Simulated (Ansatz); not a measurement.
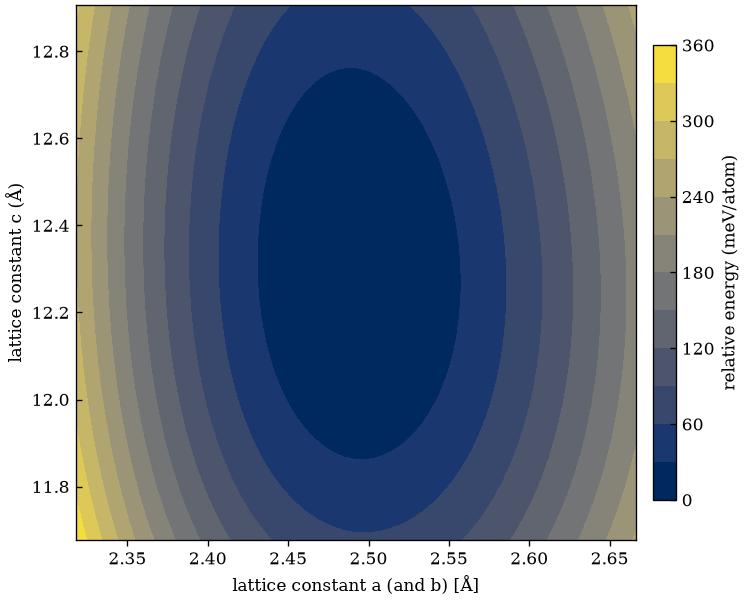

C (P6_3/mmc, No. 194; 12 atoms in the cell). The energy is mapped over the lattice constants a and c of the conventional cell. The first coordinate is: lattice constant a (and b); the second: lattice constant c. Nothing is relaxed (fractional coordinates fixed). The scan uses a 7 × 7 grid. Points are written as (first, second). Energies are in meV/atom, from the lowest grid point. The calculation used DFT LDA, scalar-relativistic, plane waves, PAW (Ansatz). Settings: cutoff 520 eV, k-mesh 12×12×2 in the order of the run's cell vectors, gaussian smearing 0.05 eV, no spin polarisation.

In the figure: filled contours. Between grid points the surface is interpolated.

The lowest grid point is at (2.492 Å, 12.292 Å). It is the only kind of minimum in the scanned range. The highest grid point, (2.318 Å, 11.677 Å), lies 353 meV/atom above the lowest. Round the minimum the two coordinates are weakly coupled (coupling 0.05 in units of the two stiffnesses). The gap on the k-mesh is 4.5 eV at the lowest point and runs from 2.2 to 5.1 eV over the map.

The level of theory is changed to DFT PBE, scalar-relativistic, plane waves, PAW (Ansatz 0.2.0); with it change the cell, relaxed at the new level (first cell vector 2.521 Å, before 2.492 Å); the new grid has 9 × 9 points, laid about the new relaxed structure.

### What does this change do to the map?

The minimum (interpolated where it lies between grid points) moves from (2.492 Å, 12.292 Å) to (2.521 Å, 12.429 Å). The curvature at the minimum changes by less than a tenth (about 169) eV/Å² along lattice constant a (and b) and by less than a tenth (about 3.4) eV/Å² along lattice constant c (per cell). In the new map: the gap on the k-mesh is 4.4 eV at the lowest point and runs from 2.3 to 5.1 eV over the map.

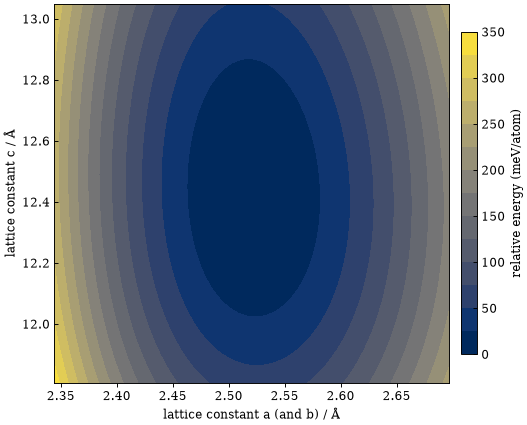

The map after the change, on a colour scale of its own. In the figure: filled contours. Between grid points the surface is interpolated.

PAW datasets: the set soft_1.
